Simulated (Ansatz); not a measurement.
The coordinates of a crystal:

```
Ti O
1.0
     4.96301    0.00000    0.00000
     0.00000    3.15349    0.00000
    -0.30903    0.00000    8.12658
Ti O
6 3
Direct
  0.73677 0.50000 0.08577
  0.25343 0.50000 0.57259
  0.26323 0.50000 0.91423
  0.74657 0.50000 0.42741
  0.74832 0.00000 0.75792
  0.25168 0.00000 0.24208
  0.70759 0.00000 0.25853
  0.29241 0.00000 0.74147
  0.00000 0.00000 0.00000
```

Question: Describe what this structure looks like.

Answer: Chemical formula Ti2O. It is primitive monoclinic, space group P2/m (No. 10). One cell contains 6 Ti, 3 O, 9 atoms in all. The numbers of neighbours within bonding distance are Ti 2 to 6 (mean 4.3) and O 5 to 6 (mean 5.3). Not all metal-metal contacts are counted.

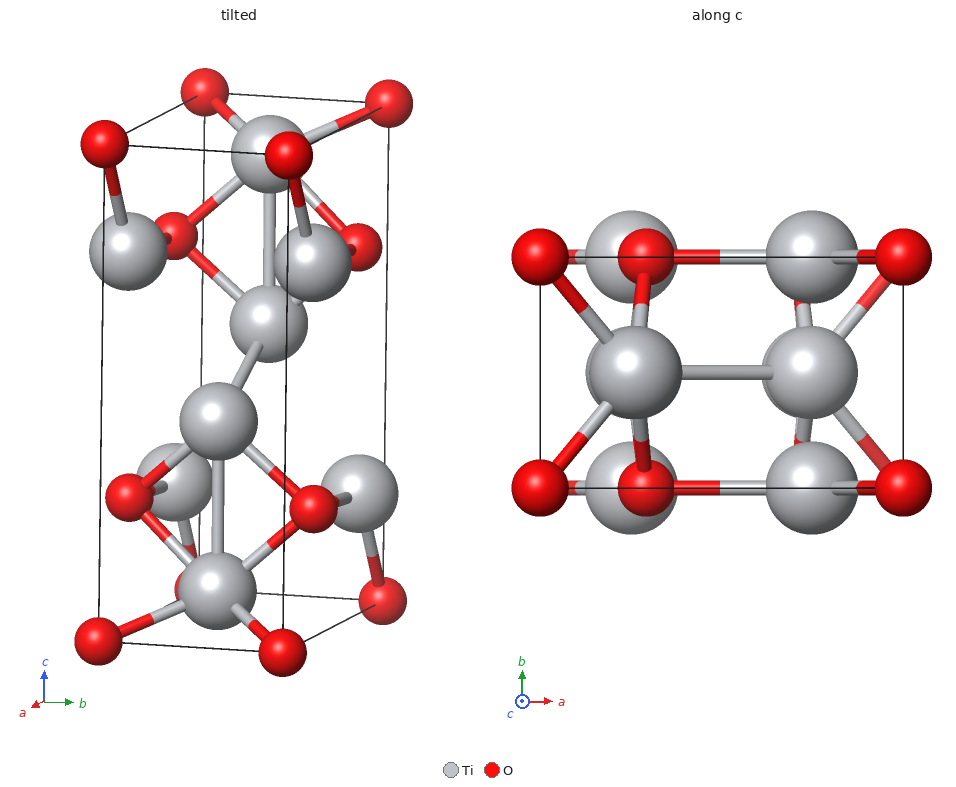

The structure above is drawn in ball-and-stick style and viewed slightly off an axis and along the c axis. One conventional unit cell is framed, with atoms on its boundary repeated.

It derives from a structure listed in the Materials Project. The cell was then strained or its atoms displaced on purpose. A calculation with Ansatz used it as input.

At this level of theory the run's own cell isn't at rest (stretched, at -21 GPa and forces up to 0.8 eV/Å), so its distances can differ from those at equilibrium, the more so the softer the solid.
